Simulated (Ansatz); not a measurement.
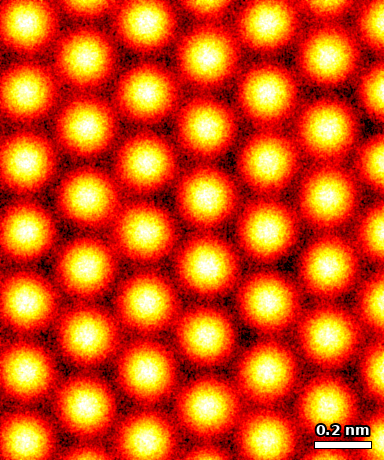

An image along [111] of one of the structures below (computed or model cells, partly hypothetical, each in its standard cell). Simulated as the projected potential of neutral atoms (B = 0.5 Å²) blurred by a 1.24 Å probe, the thin-sample limit of integrated differential phase contrast. The display is stretched by a gamma of 0.65; percentages refer to the linear signal. Shot noise and the speckle of an amorphous layer were added.

A. Ir
Space group P6/mmm (No. 191). a = 4.379 Å, b = 4.379 Å, c = 2.702 Å, α = 90.00°, β = 90.00°, γ = 120.00°
```json
{"atom": "Ir", "site": "1a", "symmetry": "6/mmm", "x": "0.0000", "y": "0.0000", "z": "0.0000"}
{"atom": "Ir", "site": "2d", "symmetry": "-6m2", "x": "0.3333", "y": "0.6667", "z": "0.5000"}
```

B. Ir
Space group Fd-3m:1 (No. 227). a = 5.477 Å, b = 5.477 Å, c = 5.477 Å, α = 90.00°, β = 90.00°, γ = 90.00°
```tsv
atom	site	symmetry	x	y	z
Ir	8b	-43m	0.2500	0.2500	0.7500
```

C. Ir
Space group Im-3m (No. 229). a = 3.112 Å, b = 3.112 Å, c = 3.112 Å, α = 90.00°, β = 90.00°, γ = 90.00°
```json
{"atom": "Ir", "site": "2a", "symmetry": "m-3m", "x": "0.0000", "y": "0.0000", "z": "0.0000"}
```

D. Ir
Space group P6_3/mmc (No. 194). a = 2.746 Å, b = 2.746 Å, c = 4.462 Å, α = 90.00°, β = 90.00°, γ = 120.00°
```tsv
atom	site	symmetry	x	y	z
Ir	2c	-6m2	0.3333	0.6667	0.2500
```

Which of them gives this image?

C, Ir. Along [111] the projected cells are A 2.30 × 3.96 Å, 107°; B 2.24 × 2.24 Å, 120°; C 2.54 × 2.54 Å, 120°; D 2.34 × 2.65 Å, 116°. The image repeats as C does.

Structure C: the end point of a relaxation with Ansatz, DFT, PBE, plane waves (420 eV) with PAW, scalar-relativistic; the starting structure was generated, so it need not be a known form of this composition.
